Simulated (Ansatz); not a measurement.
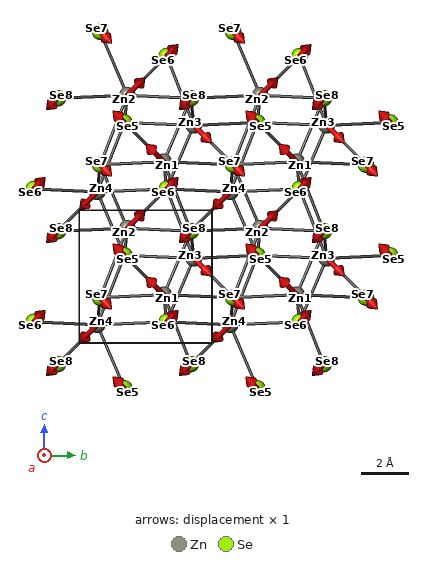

A relaxation of crystalline ZnSe (built on the FeSi-198 type type). The starting structure is drawn; red arrows show the displacements (the part carried along by the change of the cell is left out), at their true length.

Style: ball-and-stick. Shown: the cell of the calculation, repeated 1 × 2 × 2 with one cell outlined, along the a axis.

Computed with DFT, PBEsol, plane waves, PAW (Ansatz). Settings: plane-wave cutoff 420 eV; k-point mesh 4 × 4 × 4; occupations fermi dirac; smearing width 0.03 eV; no spin polarisation; cell and atoms relaxed; force threshold 0.01 eV/Å; at most 120 steps.

> Atoms of which element are displaced furthest, and by how much?

Zinc: up to 1.34 Å, against 0.89 Å for selenium.

> Describe the change and its energy.

The largest moves relative to the cell, 1.34 Å, are those of Zn1, Zn2, Zn3 and Zn4. Zn4 goes along [−1 −1 −1]. Largest moves by element: Zn 1.34 Å, Se 0.89 Å. Cell: a = b = c 5.665 → 5.633 Å (−0.6 %). Volume −1.7 %. Some distances before and after: Zn1–Se6 3.177 → 4.671 Å, Zn1–Se6 (another image) 2.949 → 2.439 Å, Zn1–Se5 2.900 → 2.439 Å. Bond angles that change, for instance: Zn2–Se5–Zn3 72.2° → 109.5°, Se5–Zn1–Se6 73.8° → 109.5°, Zn1–Se5–Zn2 137.1° → 109.5°. The space group (tolerance 0.01 Å) goes from P2_13 (No. 198) to F-43m (No. 216). Over 12 accepted moves (13 points after the start) the energy falls by 7.083 eV per cell of the calculation. Largest force component: 0.94 eV/Å at the start, under 0.0001 eV/Å at the end. The pressure goes from −10.53 to 0.01 GPa. At 1 point the geometry stayed and the basis and grid were re-selected for the new cell (energy shift of 1.1 meV per cell of the calculation at most each time). The run took 66 s on 2 threads of AMD EPYC 7R13 Processor (Zen 3), on a shared host, peak memory 0.67 GiB.
